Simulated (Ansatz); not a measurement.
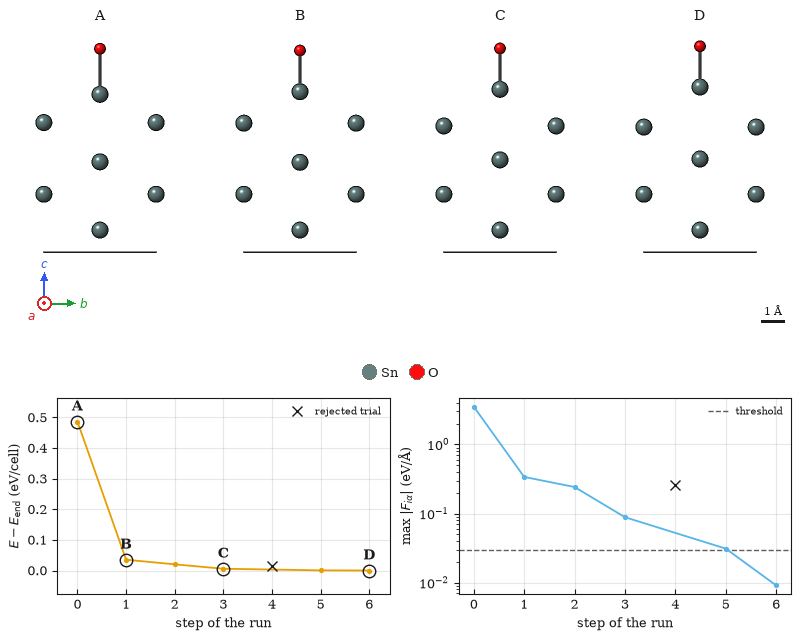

Frames of a constrained relaxation of a slab of composition Sn$_{5}$O (cut from the I4/mmm phase), marked on the history of the run. A ball-and-stick model of the 2 × 1 repeat of the cell, outlined in the plane, without the vacuum, seen along the a axis.

Case: O put at a top Sn site. The slab is the (1 0 0) face of Sn with O on it. 2 atoms are held fixed.

Theory: DFT PBEsol, scalar-relativistic, plane waves, PAW in Ansatz 0.2.0. (plane-wave cutoff 420 eV; k-point mesh 9 × 6 × 1; occupations gaussian; smearing width 0.1 eV; no spin polarisation; dipole correction; atoms relaxed in a fixed cell; force threshold 0.03 eV/Å; at most 70 steps)

Q: Describe the path.

A: After 5 accepted moves (6 points after the start) the energy has fallen by 0.487 eV per cell of the calculation. Largest force component: 3.5 eV/Å at the start, 0.0091 eV/Å at the end. The line search rejected the trial step at point 4 of the run. A Sn atom moves most: 0.33 Å along the normal (+c). By element the largest moves are Sn 0.33 Å, O 0.11 Å. The cell doesn't change. Near-neighbour distances that change, for instance: O–Sn 2.060 → 1.843 Å. The run took 3.5 min on 2 threads of Arm Neoverse V2 (shared host), peak memory 0.73 GiB. From step 0 to 1: a Sn atom moves most (0.12 Å), energy −0.451 eV per cell of the calculation. From step 1 to 3: a Sn atom moves most (0.13 Å), energy −29.4 meV per cell of the calculation. From step 3 to 6: Sn and O atoms move most (0.10 Å), energy −5.8 meV per cell of the calculation.

| step | E − E(0), meV/atom | largest force component, eV/Å | note |
| --- | --- | --- | --- |
| 0 | 0.00 | 3.5025 |  |
| 1 | -75.21 | 0.3379 |  |
| 2 | -77.73 | 0.2416 |  |
| 3 | -80.12 | 0.0884 |  |
| 4 | -78.62 | 0.2551 | rejected |
| 5 | -81.01 | 0.0311 |  |
| 6 | -81.08 | 0.0091 |  |

Limits of the set-up: the periodic images lie only 3.2 Å apart, so the values are limited by the cell's size.
